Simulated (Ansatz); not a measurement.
**Hf₅S₁₂ (slab): density, localisation and related maps**

Input file:

```
crystal:
  lattice:
    - [3.5922573106, 0.0, 0.0]
    - [0.0, 8.6064923443, 0.0]
    - [0.0, 0.0, 27.2333460083]
  atoms:
    - { symbol: S, position: [0.5, 0.2034860098, 0.2753976686] }
    - { symbol: S, position: [0.0, 0.535193322, 0.329972898] }
    - { symbol: Hf, position: [0.5, 0.7386793318, 0.3421482267] }
    - { symbol: S, position: [0.0, 0.9421653415, 0.3543235553] }
    - { symbol: S, position: [0.5, 0.2738726538, 0.4088987847] }
    - { symbol: Hf, position: [0.0, 0.4773586635, 0.4210741133] }
    - { symbol: S, position: [0.5, 0.6808446733, 0.433249442] }
    - { symbol: S, position: [0.0, 0.0125519855, 0.4878246714] }
    - { symbol: Hf, position: [0.5, 0.2160379953, 0.5] }
    - { symbol: S, position: [0.0, 0.4195240051, 0.5121753286] }
    - { symbol: S, position: [0.5, 0.7512313173, 0.566750558] }
    - { symbol: Hf, position: [0.0, 0.9547173271, 0.5789258867] }
    - { symbol: S, position: [0.5, 0.1582033368, 0.5911012153] }
    - { symbol: S, position: [0.0, 0.4899106491, 0.6456764447] }
    - { symbol: Hf, position: [0.5, 0.6933966588, 0.6578517733] }
    - { symbol: S, position: [0.0, 0.8968826686, 0.670027102] }
    - { symbol: S, position: [0.5, 0.2285899808, 0.7246023314] }
basis:
  ecutwfc: 420
kpoints:
  mp_grid: { grid: [7, 3, 1] }
hamiltonian:
  xc: pbesol
scf:
  occupations: { method: gaussian, width: 0.05 }
output:
  forces: true
  eigenvalues: true
  write_density: true
  write_potential: true
  elf: true
  volumetric_format: npy
relax:
  adjacent_minimum: "off"
  f_tol: 0.02
  max_steps: 60
efield:
  axis: 3
  dipole_correction: true
  ramp_width: 0.04
```

Run with:

```sh
ansatz run input.yaml --threads 2 --pin off --max-ram 5120MiB --backend cpu --events-out ev --progress --plain --runs-dir out
```

The fields are those of the relaxed geometry.

All numbers below come from DFT PBEsol, scalar-relativistic, plane waves, PAW in Ansatz 0.2.0.

In a PAW calculation such maps are meaningful between the atoms, not at the nuclei.

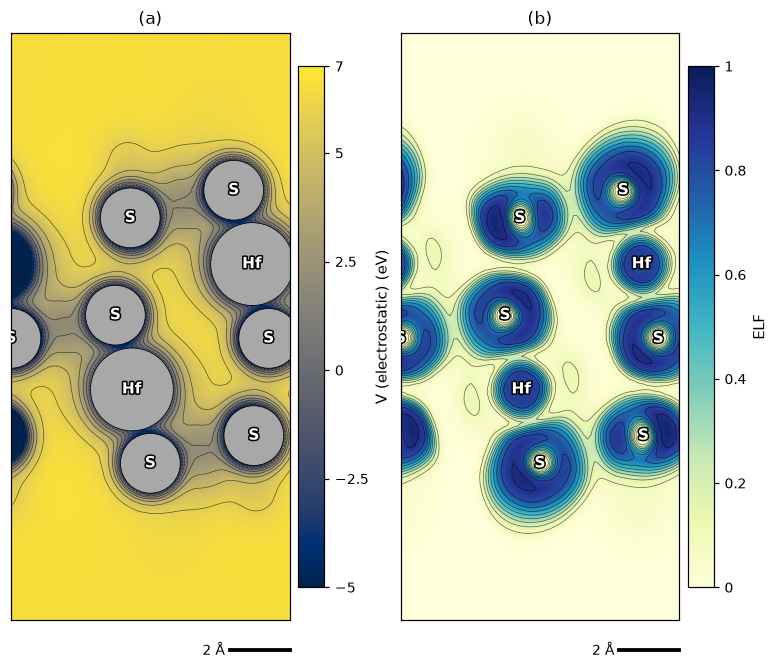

Figure 1. (a) electrostatic potential (local pseudopotential plus Hartree) felt by an electron; (b) electron localisation function on the (100) plane of the calculation cell, a cut from vacuum to vacuum. Grey discs cover the atomic cores in the potential map.

Question: What does the map show?

Answer:
- The section cuts through S and Hf sites.
- Hf–S (2.54 Å): the ELF peaks at about 0.85 in the valence shell of S, 0.9 Å from its nucleus, and is about 0.40 at the midpoint.
- The features right at Hf lie inside the PAW spheres, where the map follows smoothed inner orbitals and isn't to be read closely.
- Outside the cores the potential energy rises away from the atoms and is highest in the vacuum; its zero is arbitrary.

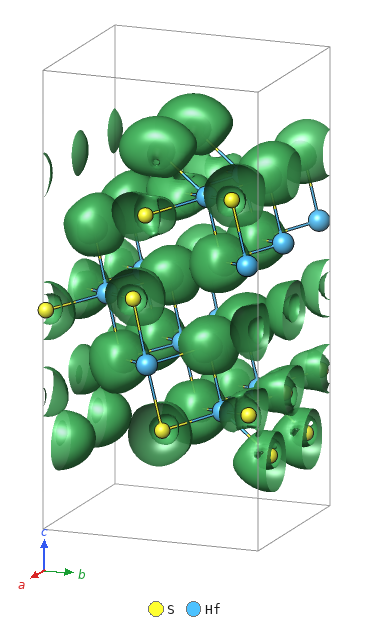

Figure 2. Isosurface of the electron localisation function at 0.75 (green), seen slightly off an axis. Core shells and regions of very low density are left out. Sticks mark near contacts.

Question: Describe the localisation domains.

Answer: At this value the surface marks out twelve regions wrapped around S (the valence shell of each), counted in one cell of 17 atoms. Counts are for one cell; the picture repeats the cell along the surface.


Hf–S (2.40 Å): the ELF peaks at about 0.85 in the valence shell of S, 0.8 Å from its nucleus, and is about 0.45 at the midpoint. Hf–S (2.52 Å): the ELF peaks at about 0.85 in the valence shell of S, 0.9 Å from its nucleus, and is about 0.40 at the midpoint.

Question: Metal or insulator at this level of theory?

Answer: It is gapped, with a Kohn–Sham gap of 0.30 eV on the k-point mesh, an upper bound to the gap of this method.
